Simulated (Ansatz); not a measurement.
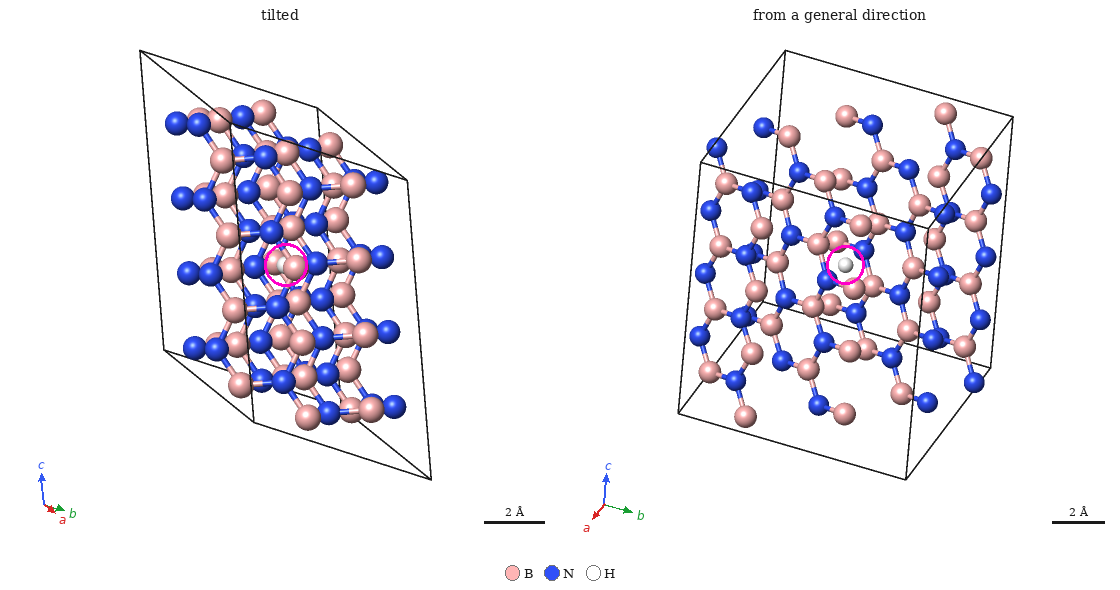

Drawn in the ball-and-stick manner and seen slightly off an axis and from a general direction. Atoms at the boundary of the supercell (the box) are drawn once for each face, edge or corner they touch. The host is BN, in a cell of 64 sites, and the cell carries a charge of -1. A ring marks the defect's site.

Where does the cell differ from the host, and how?

An interstitial hydrogen atom. It is bonded to no bonds drawn.

The atoms were relaxed in the host's cell with DFT PBE, scalar-relativistic, plane waves, PAW in Ansatz.
